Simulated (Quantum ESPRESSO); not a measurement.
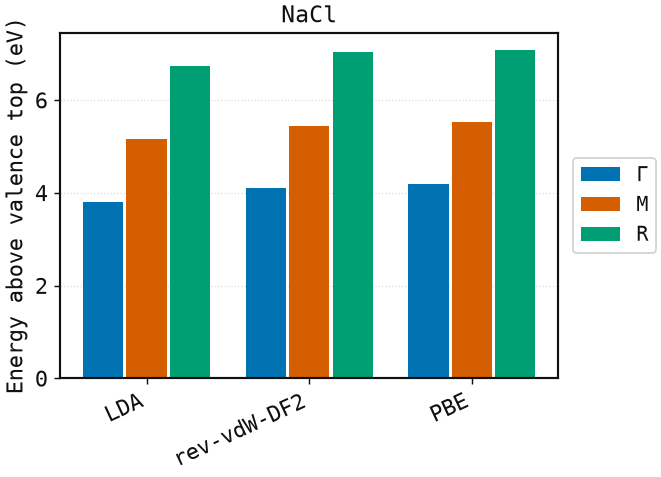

Lowest conduction level at each named k point, counted from the valence-band top at M, by several methods on one cell of CsCl-type NaCl, space group Pm-3m (No. 221), 2 atoms in the cell; cubic a = 3.431 Å. All runs are without spin-orbit coupling and carry no moments.

| method | program | Γ (eV) | M (eV) | R (eV) |
| --- | --- | --- | --- | --- |
| LDA | Quantum ESPRESSO | 3.81 | 5.17 | 6.74 |
| rev-vdW-DF2 | Quantum ESPRESSO | 4.11 | 5.44 | 7.03 |
| PBE | Quantum ESPRESSO | 4.19 | 5.52 | 7.09 |

One method is left out: r2SCAN. Predict its row. It was run as: r2SCAN, SG15 PBE 1.2, 6×6×6 k mesh, 952 eV cutoff, Fermi-Dirac smearing of 0.05 eV (Quantum ESPRESSO 7.5).

A meta-GGA of this kind opens the gap over the LDA and GGA values shown, the highest of which is 4.19 eV (PBE) at Γ. r2SCAN gives 4.98 eV at Γ, 6.33 eV at M and 7.88 eV at R, which is +0.79 eV from PBE at Γ.

Does r2SCAN shift these levels rigidly from PBE?

The shifts are +0.79 eV at Γ, +0.81 eV at M and +0.79 eV at R, and at points that aren't plotted +0.81 eV (X): over the named points that both runs hold, a spread of 0.02 eV on a mean of 0.80 eV, so one shift describes them well.

How do the methods rank at Γ?

From low to high: LDA 3.81, rev-vdW-DF2 4.11, PBE 4.19, r2SCAN 4.98 eV.

Settings. LDA: PseudoDojo 0.4.1 SR LDA standard, 8×8×8 k mesh, 1197 eV cutoff, Fermi-Dirac smearing of 0.05 eV (Quantum ESPRESSO 7.5). rev-vdW-DF2: PseudoDojo 0.4.1 SR PBE standard, 8×8×8 k mesh, 1197 eV cutoff, Fermi-Dirac smearing of 0.05 eV (Quantum ESPRESSO). PBE: SSSP 1.3 efficiency PBE, 8×8×8 k mesh, 748 eV cutoff, Fermi-Dirac smearing of 0.05 eV (Quantum ESPRESSO 7.5).

These are four of the 8 methods that were run on this cell. LDA, GGA and most meta-GGA functionals understate gaps. The usual form of NaCl is rocksalt. rev-vdW-DF2 and r2SCAN: the potentials were made for another functional. r2SCAN: this potential file gives levels or pressures that part from those of other sets.
